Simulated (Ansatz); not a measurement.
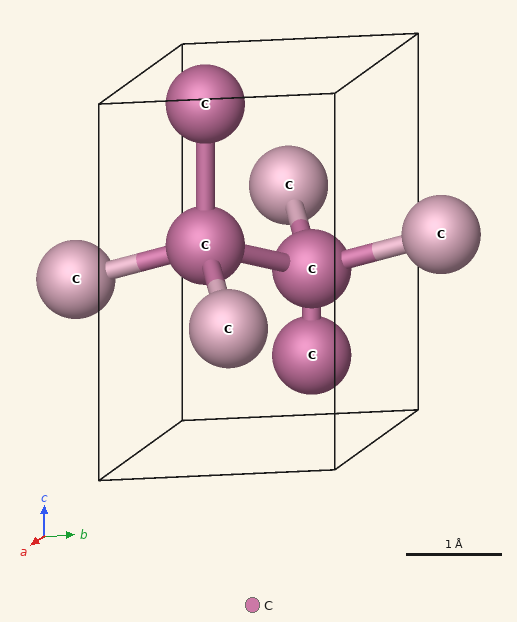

Fig. 1: The structure as given in the input (ball-and-stick view of the cell of the calculation, seen slightly off an axis; neighbours outside the cell are drawn fainter). An atom can appear more than once, as a periodic image. Near neighbours in the periodic cell (some may lie outside the picture): C has 1 C at 0.94 to 1.54 Å; C has 4 C at 0.94 to 1.54 Å.

Single-point calculation, with input and output: C

The run: single-point calculation of C (P3m1, 4 atoms in the cell). Method and program: DFT r2SCAN, scalar-relativistic, plane waves, PAW, no spin polarisation (Ansatz 0.2.0).

The structure derives from an entry of the Crystallography Open Database. It belongs to a series of runs on one base structure; here: atom 1 (C) moved +0.600 A towards its neighbour atom 3 (C) at 1.544 A. Figures and captions count atoms from 1; the log counts them from 0 in places.

**What the program printed**
```
Engine: ansatz 0.2.0, x86_64-unknown-linux-gnu
Pseudopotentials: kind: paw
Pseudopotential: C, paw, valence charge 4, recommended cutoff 500 eV (meta_gga), C.paw.azcp
Functional definition: r2SCAN
  parameter k0 = 0.174
  parameter k1 = 0.065
  parameter a1 = 4.9479
  exchange = r2scan_x(k0 = k0, k1 = k1, a1 = a1)
  correlation = r2scan_c
Crystal: 4 atoms, lattice volume = 22.688 Å³
Basis set: ecut = 500 eV, 573 PW (Γ), exchange–correlation on 80×80×128 points (64 copies of the dense FFT grid, shifted against one another)
Bands: 12, of which v1, the nominal top of the filled ones, is band 8 counted from 1 (7 counted from 0)
Symmetry: 6 space group operations
Space group: P3m1 (ITA 156), of the structure as read, at distance tolerance 2.8e-5 Å
k-points: 100 of 864 (time reversal used)
Non-local potential: C, projectors of the file, l = 0: 2, l = 1: 2, l = 2: 1
PAW form: soft (Blöchl's): semilocal exchange-correlation on the pseudo side does not see the compensation charge
PAW frozen core: C, regenerated for the run's functional (the file was generated under x = pbe(κ = 0.804, μ = 0.2195149727645171), c = pbe(β = 0.06672455060314922))
PAW one-centre angular grid: C, 302 points (default); XC on 239 of its mesh's 2573 points in the sphere
Initial density: superposition of atomic densities (neutral atoms: chi_scale 0, normalization atom), corrected by the library's trained network
Initial wavefunctions: pseudopotential atomic-orbital guess
Functional: x = r2scan, c = r2scan; τ floored in thin density (d = 2e-4 eV/Å³)
SCF iter   1: F=—  HF=-988.684428 eV  |F-HF|=—  |Δ(HF+E_count)|=         —  Δρ=4.37e-2  dr2=8.46e-1  dr2_τ=1.66e0  ethr=1.77e-3  ⟨swp⟩=6.3  Hψ=7647  notcnv=0
preconditioner: auto → none  [insulator: Δε(μ)=0.135 eV  Ē_g=15.840 eV  σ=0.050 eV  W_gap=0.94  n_scr=2 (ndim 8)  ℏωp=31.2 eV  f_vac=0.000  D(μ)=0.10/eV (n_scr^D=0)  ε∞_Penn≈4.9]
SCF iter   2: F=—  HF=-988.818697 eV  |F-HF|=—  |Δ(HF+E_count)|=   1.34e-1  Δρ=6.13e-2  dr2=1.47e0  dr2_τ=1.61e-1  ethr=1.77e-3  ⟨swp⟩=3.3  Hψ=3274  notcnv=0  defer=8
SCF iter   3: F=—  HF=-988.567692 eV  |F-HF|=—  |Δ(HF+E_count)|=   2.51e-1  Δρ=1.54e-2  dr2=5.27e-2  dr2_τ=1.47e-3  ethr=1.77e-3  ⟨swp⟩=2.1  Hψ=2247  notcnv=0  defer=7
SCF iter   4: F=—  HF=-988.566511 eV  |F-HF|=—  |Δ(HF+E_count)|=   1.18e-3  Δρ=4.60e-3  dr2=4.23e-3  dr2_τ=6.17e-4  ethr=3.29e-4  ⟨swp⟩=2.2  Hψ=1969  notcnv=0  defer=7
SCF iter   5: F=—  HF=-988.565037 eV  |F-HF|=—  |Δ(HF+E_count)|=   1.47e-3  Δρ=1.37e-3  dr2=1.36e-4  dr2_τ=2.84e-5  ethr=2.64e-5  ⟨swp⟩=2.4  Hψ=1811  notcnv=0  defer=7
SCF iter   6: F=—  HF=-988.564975 eV  |F-HF|=—  |Δ(HF+E_count)|=   6.14e-5  Δρ=4.27e-4  dr2=1.30e-5  dr2_τ=5.66e-6  ethr=8.49e-7  ⟨swp⟩=2.0  Hψ=1984  notcnv=0  defer=7
SCF iter   7: F=—  HF=-988.564974 eV  |F-HF|=—  |Δ(HF+E_count)|=   1.36e-6  Δρ=6.58e-5  dr2=4.98e-7  dr2_τ=5.98e-8  ethr=8.12e-8  ⟨swp⟩=2.3  Hψ=1934  notcnv=0  defer=7
SCF iter   8: F=-988.564974 eV  HF=-988.564974 eV  |F-HF|=2.55e-8  |Δ(HF+E_count)|=   4.48e-8  Δρ=1.72e-5  dr2=2.81e-8  dr2_τ=7.61e-9  ethr=6.25e-10  ⟨swp⟩=11.2  Hψ=9123  notcnv=0
SCF 1 converged in 8 iterations: F = -988.564974 eV  dr2 = 2.81e-8
  greatest PAW one-centre occupation: 0.819 electrons in one spin orbital (limit 2), on the C atom at site 2 (counted from 0), in its partial waves of l = 1
SCF converged after 8 iterations
Free energy (F): -988.564974 eV
Harris-Foulkes:  -988.564974 eV  (|F-HF|=2.55e-8)
Internal energy: -988.564651 eV  (E = F + TS)
E sigma→0 (E₀):  -988.564812 eV
Entropy (-TS):   -0.000323 eV (-0.081 meV/atom)
Fermi energy:    14.779997 eV
--- Per-component energies (eV) ---
  E_band       = 50.713852
  E_kinetic    = 387.553362
  E_local      = -346.040635  (includes V_loc(G=0)·N_el)
  E_nonlocal   = 120.776897
  E_hartree    = 86.512468
  E_xc         = -193.472538
  E_vxc        = -268.163067  (∫ρ·V_xc dr)
  E_paw        = -406.954276  (= ΣΔE_a)
  E_vpaw       = -31.132968  (= ΣTr[D̂ρ^β])
  E_aug_tail   = 0.000020  (compensation charges beyond the density's cutoff)
  E_vtau       = 14.695383  (kinetic-family band-sum trace: ∫τ·v_τ [+ j·A + Jᵃ·Aᵃ] dr)
  E_ewald      = -636.840853
  E_core_change = -0.099095  (= ΣΔE_core)
  E_smearing   = -0.000323  (= −TS)
  E_closure    = -0.000000  (closes the sum)
  Σ components = -988.564974   (vs F -988.564974, Δ=0.00e0)
--- Forces (eV/Å), atoms counted from 1 ---
  atom   1  C     -0.00000000    -0.00000000   -88.27385193
  atom   2  C      0.00000000     0.00000000    10.83657782
  atom   3  C      0.00000000     0.00000000    72.48002299
  atom   4  C      0.00000000     0.00000000     4.95766153
  max |Σ_I F_I| component: 4.10e-4 eV/Å
--- Stress (GPa, compression-positive) ---
       25.214135      -0.000000       0.000000
       -0.000000      25.214135       0.000000
        0.000000       0.000000     458.275337
  P = ⅓ Tr σ = 169.5679 GPa (1695.679 kbar)
--- Band table (eV; the first three rows and the last of 100) ---
  k-point 0: bands = ["-11.2747", "-3.1768", "-1.6464", "7.0944", "7.0944", "8.3719", "15.3207", "15.3207", "17.4669", "17.4669", "20.2450", "22.1351"]
  k-point 1: bands = ["-11.2003", "-4.2016", "-0.3555", "7.1361", "7.1361", "8.0407", "14.9122", "14.9122", "17.9310", "17.9310", "19.8173", "22.2635"]
  k-point 2: bands = ["-11.0369", "-5.2766", "1.4199", "7.1838", "7.2233", "7.2233", "14.3183", "14.3183", "18.6748", "18.6748", "19.1195", "22.4322"]
  k-point 99: bands = ["-6.0457", "-2.6093", "0.5886", "0.9919", "2.3823", "6.9466", "7.2339", "10.0666", "16.7797", "18.4662", "19.7282", "23.7101"]
```

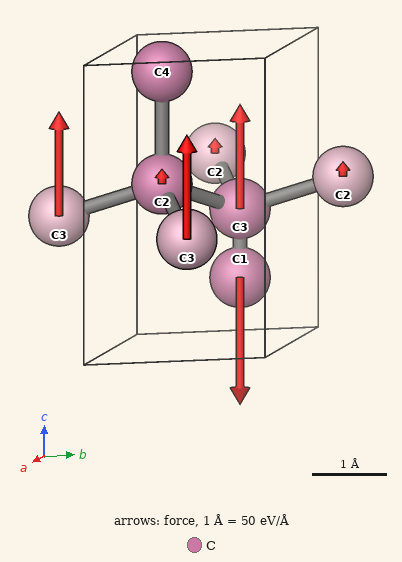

Fig. 2: Forces on the atoms as red arrows (ball-and-stick view of the cell of the calculation, seen slightly off an axis; neighbours outside the cell are drawn fainter; atoms are numbered from 1 in the order of the input); the smallest are left out. The largest act on C1 (88.27 eV/Å); C3 (72.48 eV/Å). The geometry is not a stationary point of this energy.

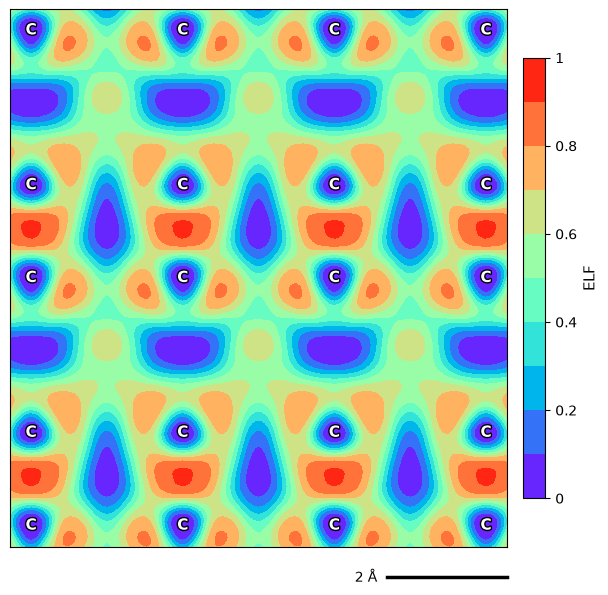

Fig. 3: ELF on the (010) plane of the conventional cell. The section cuts through C sites. In a PAW calculation such maps are meaningful between the atoms, not at the nuclei.

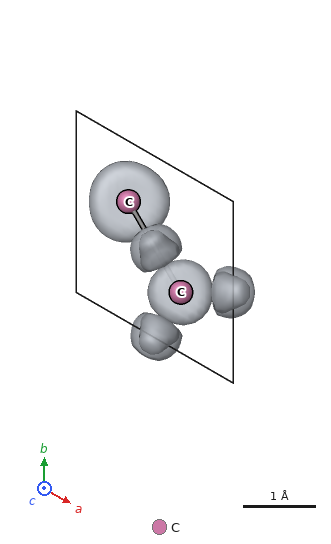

Fig. 4: Isosurface of the ELF at 0.8 (grey), seen along the c axis. Only the valence region is drawn (cores and ρ < 0.01 e/Å³ removed). Sticks mark near contacts. The outline is the cell set on symmetry axes. Values along the shortest contacts: C–C (0.94 Å): the ELF peaks at about 0.95 between the atoms (inside overlapping PAW spheres, so only a guide); a double or triple bond.

This output came from the following input.

**Input**
```yaml
crystal:
  lattice:
    - [2.5220988435, 0.0, 0.0]
    - [-1.2610494217, 2.1842016693, 0.0]
    - [0.0, 0.0, 4.1186]
  atoms:
    - { symbol: C, position: [0.3333333333, 0.6666666667, 0.2081805711] }
    - { symbol: C, position: [0.6666666667, 0.3333333333, 0.5625] }
    - { symbol: C, position: [0.3333333333, 0.6666666667, 0.4375] }
    - { symbol: C, position: [0.6666666667, 0.3333333333, 0.9375] }
basis:
  ecutwfc: 500
kpoints:
  mp_grid: { grid: [12, 12, 6] }
hamiltonian:
  xc: r2scan
scf:
  occupations: { method: gaussian, width: 0.05 }
output:
  forces: true
  stress: true
  eigenvalues: true
  write_density: true
  write_potential: true
  elf: true
  volumetric_format: npy
```

Run as:
```bash
ansatz run input.yaml --threads 2 --pin off --max-ram 5120MiB --backend cpu --events-out ev --progress --plain --runs-dir out
```

**Key numbers**

| quantity | value |
| --- | --- |
| outcome | converged |
| space group (tolerance 0.01 Å) | P3m1 (156) |
| electrons treated | 16 |
| free energy | −988.5650 eV |
| Fermi energy | 14.780 eV |
| gap on the k-point mesh | none (metallic) |
| pressure | 169.57 GPa |
| largest force (length of the vector) | 88.274 eV/Å |
| hardware | 2 threads of AMD EPYC (Zen 5), 16 GiB of memory available, shared host |
| wall time | 1.4 s (CPU time 2.6 s) |
| peak memory | 0.44 GiB |
